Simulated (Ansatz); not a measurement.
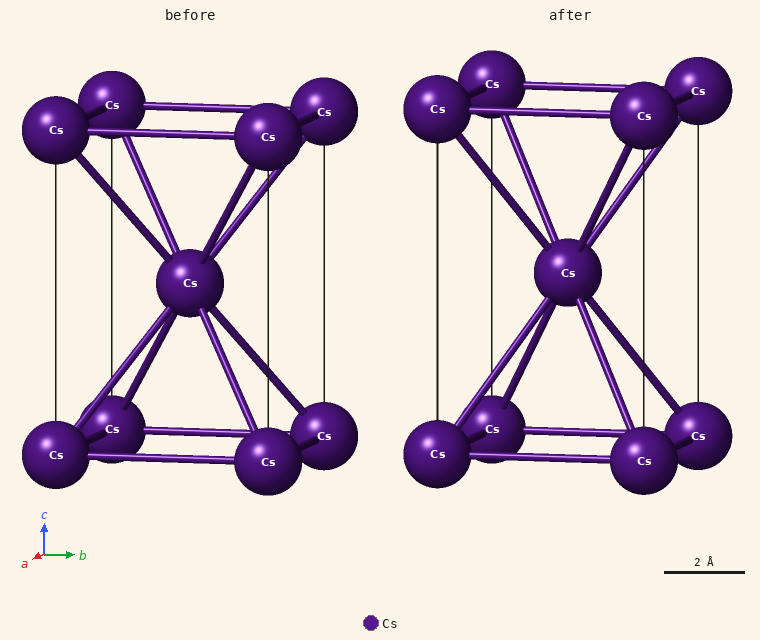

Left: a symmetric starting cell of Cs. Right: the same structure after one change, at the same scale. A ball-and-stick model of the conventional cell (2 times the calculation's cell), seen slightly off an axis. Lengths and directions refer to the drawn axes.

Method: DFT PBEsol, scalar-relativistic, plane waves, PAW (Ansatz 0.2.0). Settings: plane-wave cutoff 420 eV; k-point mesh 12 × 12 × 12; occupations gaussian; smearing width 0.1 eV; no spin polarisation.

Q: What distinguishes the right structure from the left one?

A: The cell is strained by +6.3 % along c and −2.7 % across it (volume +0.5 %), the atoms keeping their fractional coordinates. No relaxation follows. The starting cell wasn't computed here and needn't be at equilibrium, so pressure and forces aren't due to the change alone.

Q: And its effect?

A: The pressure is −0.2 GPa (not all of it need come from the change, since the unchanged cell can be under pressure at this level too). All forces vanish by symmetry. Some distances before and after: Cs–Cs 5.500 → 5.350 Å, Cs–Cs 5.649 → 5.768 Å. The space group stays I4/mmm (No. 139).
